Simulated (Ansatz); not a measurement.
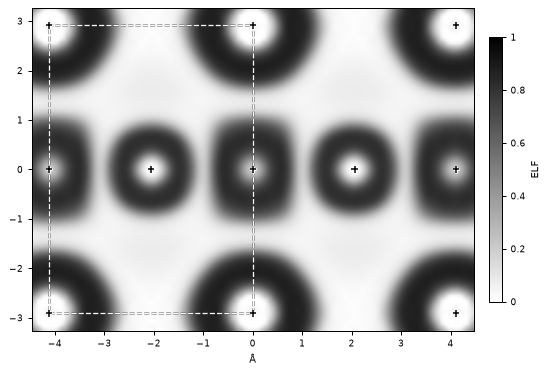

The ELF on a plane through atoms (crosses mark nuclei in the plane).

Method: DFT, LDA, PAW with Ansatz's default frozen-core files, scalar-relativistic; relaxation of cell and atoms in Ansatz 0.2.0.

Candidates:
A. AlN, a = 3.03 Å, b = 3.03 Å, c = 4.82 Å, α = 90.00°, β = 90.00°, γ = 120.00°. Space group P6₃mc; computed pressure about 15 GPa in this cell.
B. BaZrO₃, a = 4.12 Å, b = 4.12 Å, c = 4.12 Å, α = 90.00°, β = 90.00°, γ = 90.00°. Space group Pm-3m; computed pressure about 4 GPa in this cell.

**Which system is this?**

Candidate B: BaZrO₃ on the (101̄) plane of the conventional cell, which holds Ba, Zr and O. Zr–O (2.06 Å): the ELF peaks at about 0.85 in the valence shell of O, 0.6 Å from its nucleus, and drops to about 0.20 between the two atoms: no shared electron pair shows on this line. Ba–O (2.91 Å): the ELF is about 0.10 at the midpoint (a largely ionic contact).
